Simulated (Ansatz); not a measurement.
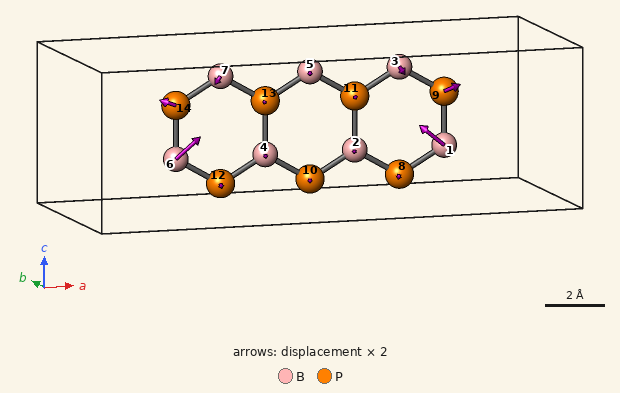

A relaxation of a wire of composition BP. The starting structure is drawn; purple arrows show the displacements (the part carried along by the change of the cell is left out), 2 times their true length.

The picture is a ball-and-stick view of the cell of the calculation, with the vacuum cut short, seen slightly off an axis.

Case: armchair ribbon, 7 formula units a period.

The calculation used DFT PBE, scalar-relativistic, plane waves, PAW (Ansatz 0.2.0).

The input:
```yaml
crystal:
  lattice:
    - [18.6, 0.0, 0.0]
    - [0.0, 9.3, 0.0]
    - [0.0, 0.0, 5.5668052761]
  atoms:
    - { symbol: B, position: [0.7591932681, 0.5, 0.3333333333] }
    - { symbol: B, position: [0.586397756, 0.5, 0.3333333333] }
    - { symbol: B, position: [0.6727955121, 0.5, 0.8333333333] }
    - { symbol: B, position: [0.413602244, 0.5, 0.3333333333] }
    - { symbol: B, position: [0.5, 0.5, 0.8333333333] }
    - { symbol: B, position: [0.2408067319, 0.5, 0.3333333333] }
    - { symbol: B, position: [0.3272044879, 0.5, 0.8333333333] }
    - { symbol: P, position: [0.6727955121, 0.5, 0.1666666667] }
    - { symbol: P, position: [0.7591932681, 0.5, 0.6666666667] }
    - { symbol: P, position: [0.5, 0.5, 0.1666666667] }
    - { symbol: P, position: [0.586397756, 0.5, 0.6666666667] }
    - { symbol: P, position: [0.3272044879, 0.5, 0.1666666667] }
    - { symbol: P, position: [0.413602244, 0.5, 0.6666666667] }
    - { symbol: P, position: [0.2408067319, 0.5, 0.6666666667] }
basis:
  ecutwfc: 420
kpoints:
  mp_grid: { grid: [1, 1, 6] }
hamiltonian:
  xc: pbe
scf:
  occupations: { method: gaussian, width: 0.05 }
output:
  forces: true
  stress: true
  eigenvalues: true
  populations: true
  write_density: true
  write_potential: true
  elf: true
  volumetric_format: npy
relax:
  adjacent_minimum: "off"
  f_tol: 0.02
  max_steps: 45
  cell: { fix: [a, b, alpha, beta, gamma], stress_tol: 0.03 }
```

Run as
```bash
ansatz run input.yaml --threads 4 --pin off --max-ram 11264MiB --backend cpu --events-out ev --progress --plain --runs-dir out
```

Atoms of which element are displaced furthest, and by how much?

Answer. Boron: up to 0.59 Å, against 0.33 Å for phosphorus.

What happened in the run?

Answer. After 7 accepted moves (8 points after the start) the energy has fallen by 2.539 eV per cell of the calculation. Largest force component: 2.6 eV/Å at the start, 0.017 eV/Å at the end. At 1 point the geometry stayed and the basis and grid were re-selected for the new cell (energy shift of 1.1 meV per cell of the calculation at most each time). The largest moves relative to the centre of the atoms, 0.59 Å, are those of B1 and B6. Largest moves by element: B 0.59 Å, P 0.33 Å. Along the periodic axis the drawn cell goes c 5.567 → 5.509 Å (−1.0 %). Near-neighbour distances that change, for instance: B1–P9 1.856 → 1.749 Å, B3–P9 1.856 → 1.918 Å, B3–P8 1.856 → 1.893 Å, B1–P8 1.856 → 1.822 Å. Bond angles that change, for instance: P8–B1–P9 120.0° → 165.5°, B6–P14–B7 120.0° → 84.2°, B4–P12–B6 120.0° → 99.9°. The run took 25 s on 4 threads of AMD EPYC 9R45 96-Core Processor (Zen 5), on a shared host, peak memory 1.2 GiB.
